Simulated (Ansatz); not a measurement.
## Energy of Hf along a strain of the cell

System: Hf (2 atoms in the cell).
Method: Kohn-Sham DFT of a periodic cell, PBE, all-electron LAPW, scalar-relativistic, no spin polarisation (Ansatz 0.2.0).

The 6 runs differ only in the geometry, by a strain of the cell at fixed fractional positions. Against run 4, the strain is εxy = η. The structure derives from an entry of the Crystallography Open Database.

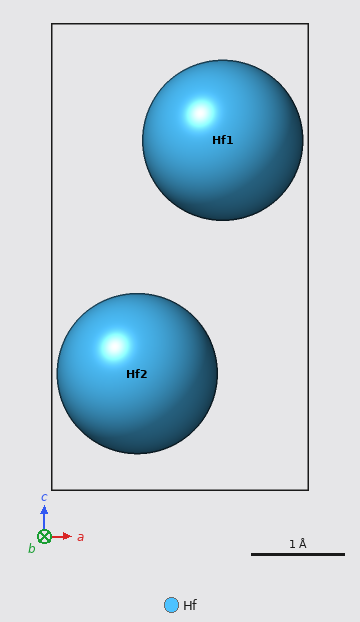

Figure 1. The structure of run 4 (spheres-only view of the cell of the calculation, along the b axis; atoms are numbered from 1 in the order of the input).

### Input of run 4
```yaml
crystal:
  lattice:
    - [3.1967, 0.0159835, 0.0]
    - [-1.584507883, 2.7604316583, 0.0]
    - [0.0, 0.0, 5.0578]
  atoms:
    - { symbol: Hf, position: [0.6666666667, 0.3333333333, 0.75] }
    - { symbol: Hf, position: [0.3333333333, 0.6666666667, 0.25] }
kpoints:
  mp_grid: { grid: [10, 10, 5] }
scf:
  occupations: { method: fermi_dirac, width: 0.05 }
hamiltonian:
  xc: pbe
  pseudopotentials: { kind: all_electron, lapw: { basis_error: 0.001 } }
output:
  forces: true
  stress: true
  eigenvalues: true
```

Command:
```bash
ansatz run input.yaml --threads 1 --pin off --max-ram 3072MiB --backend cpu --events-out ev --progress --plain --runs-dir out
```

Lattice vectors (Å) and fractional positions of run 4:
```
   3.196700    0.015984    0.000000
  -1.584508    2.760432    0.000000
   0.000000    0.000000    5.057800
Hf  0.666667  0.333333  0.750000
Hf  0.333333  0.666667  0.250000
```

Run 2 differs from it as follows:
```diff
-    - [3.1967, 0.0159835, 0.0]
-    - [-1.584507883, 2.7604316583, 0.0]
+    - [3.1967, -0.031967, 0.0]
+    - [-1.6260342341, 2.7844069083, 0.0]
```

### Results, with one run withheld

```csv
run,strain parameter η (%),"free energy per atom, from the lowest run given (meV)",pressure (GPa)
1,−2.5001,7.02,0.77
2,−1.5000,?,?
3,−1.0000,0.00,0.62
4,0.0000,0.00,0.62
5,0.5000,1.41,0.65
6,1.5000,7.02,0.77
```

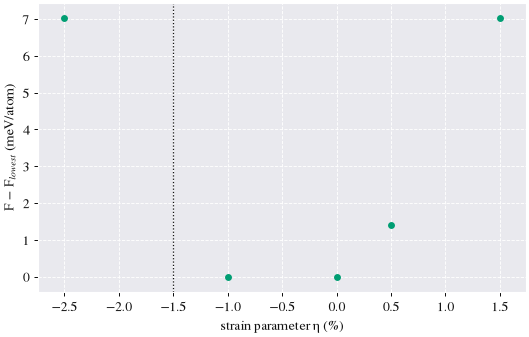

Figure 2. Free energy per atom of the runs given; the dotted line marks run 2.

Estimate the energy of run 2 from the others.

A cubic polynomial in the coordinate, fitted to the 5 runs given, misses them by under 0.01 meV per atom. With x = η + 0.3000, it reads F = −0.39137 + 0.75249 x + 1.8712 x² − 0.00091603 x³ (meV per atom). At run 2 it gives 1.40 meV per atom, and the run itself gives 1.41. The fit has its minimum at η = −0.5010 %.

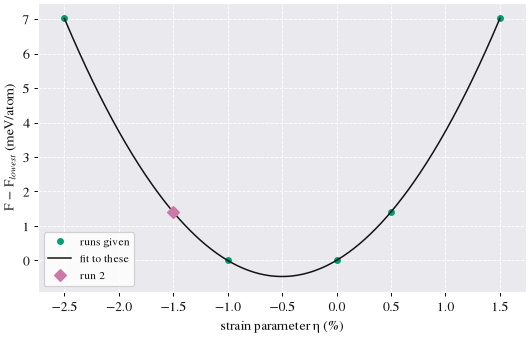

Figure 3. The fit and the withheld run.

### Output, shortened to warnings, some set-up lines, iterations and results (run 2)
```
Basis set: ecut = 214.31965716491862 eV, 313 PW (Γ), exchange–correlation at level 2
Symmetry: 4 space group operations
k-points: 156 of 500
Initial density: superposition of atomic densities (chi_scale 0.1, normalization cell)
[...]
SCF iter   1: F=—  HF=-820500.720718 eV  |F-HF|=—  |Δ(HF+E_count)|=         —  Δρ=2.35e-2  dr2=2.19e-1  ethr=3.04e-4  ⟨swp⟩=2.5  Hψ=42392  notcnv=0
SCF iter   2: F=—  HF=-820500.540176 eV  |F-HF|=—  |Δ(HF+E_count)|=   1.81e-1  Δρ=1.45e-2  dr2=9.64e-2  ethr=3.04e-4  ⟨swp⟩=2.0  Hψ=21683  notcnv=0
SCF iter   3: F=—  HF=-820500.511839 eV  |F-HF|=—  |Δ(HF+E_count)|=   2.83e-2  Δρ=1.04e-2  dr2=5.24e-2  ethr=1.34e-4  ⟨swp⟩=2.0  Hψ=20492  notcnv=0
SCF iter   4: F=—  HF=-820500.492005 eV  |F-HF|=—  |Δ(HF+E_count)|=   1.98e-2  Δρ=5.61e-3  dr2=1.70e-2  ethr=7.27e-5  ⟨swp⟩=2.0  Hψ=19218  notcnv=0
SCF iter   5: F=—  HF=-820500.491534 eV  |F-HF|=—  |Δ(HF+E_count)|=         —  Δρ=1.23e-3  dr2=8.77e-4  ethr=1.22e-6  ⟨swp⟩=2.0  Hψ=34492  notcnv=0
SCF iter   6: F=—  HF=-820500.491621 eV  |F-HF|=—  |Δ(HF+E_count)|=   8.73e-5  Δρ=3.74e-4  dr2=6.92e-5  ethr=1.22e-6  ⟨swp⟩=2.0  Hψ=20522  notcnv=0
SCF iter   7: F=—  HF=-820500.491620 eV  |F-HF|=—  |Δ(HF+E_count)|=   1.19e-6  Δρ=1.11e-4  dr2=7.56e-6  ethr=9.60e-8  ⟨swp⟩=2.0  Hψ=20522  notcnv=0
SCF iter   8: F=—  HF=-820500.491619 eV  |F-HF|=—  |Δ(HF+E_count)|=   9.58e-7  Δρ=3.33e-5  dr2=6.98e-7  ethr=1.05e-8  ⟨swp⟩=2.0  Hψ=20522  notcnv=0
SCF iter   9: F=—  HF=-820500.491618 eV  |F-HF|=—  |Δ(HF+E_count)|=   5.22e-7  Δρ=1.89e-5  dr2=1.87e-7  ethr=9.70e-10  ⟨swp⟩=2.0  Hψ=20522  notcnv=0
SCF iter  10: F=-820500.491618 eV  HF=-820500.491618 eV  |F-HF|=4.42e-9  |Δ(HF+E_count)|=   4.26e-8  Δρ=6.98e-6  dr2=2.36e-8  ethr=2.59e-10  ⟨swp⟩=2.0  Hψ=20522  notcnv=0
SCF 1 converged in 10 iterations: F = -820500.491618 eV  dr2 = 2.36e-8
SCF converged after 10 iterations
Free energy (F): -820500.491618 eV
Harris-Foulkes:  -820500.491618 eV  (|F-HF|=4.42e-9)
Internal energy: -820500.480456 eV  (E = F + TS)
E sigma→0 (E₀):  -820500.486037 eV
Entropy (-TS):   -0.011162 eV (-5.581 meV/atom)
Fermi energy:    20.205215 eV
--- Per-component energies (eV) ---
  E_band       = -3533.746143
  E_kinetic    = 912958.578317
  E_xc         = -16830.346000
  E_electrostatic = -1716628.712773  (all electrons and nuclei)
  E_smearing   = -0.011162  (= −TS)
  E_closure    = 0.000000  (closes the sum)
  E_atoms      = -820485.842060  (free atoms, spherical and without spin; not in F)
  Σ components = -820500.491618   (vs F -820500.491618, Δ=0.00e0)
  Basis errors (estimates in eV, not in F): energy 2.3e-4 per atom: plane waves 1.9e-4 (9.9e-5 summed), levels above the bands 1.5e-69, relativity 6.3e-8, radial functions 4.2e-5, core shells 1.9e-7; eigenvalues (radial functions only) 7.7e-7; not estimated: angular momenta, meshes, grids; target …
--- Forces (eV/Å), atoms counted from 1 ---
  atom   1  Hf    -0.05041509    -0.00030825     0.00000000
  atom   2  Hf     0.05041509     0.00030825     0.00000000
  max |Σ_I F_I| component: 0.00e0 eV/Å
--- Stress (GPa, compression-positive) ---
        0.770523       1.333204       0.000000
        1.333204       0.783754       0.000000
        0.000000       0.000000       0.395592
  P = ⅓ Tr σ = 0.6500 GPa (6.500 kbar)
```

Notes: Spin–orbit coupling is left out, which matters for Hf.
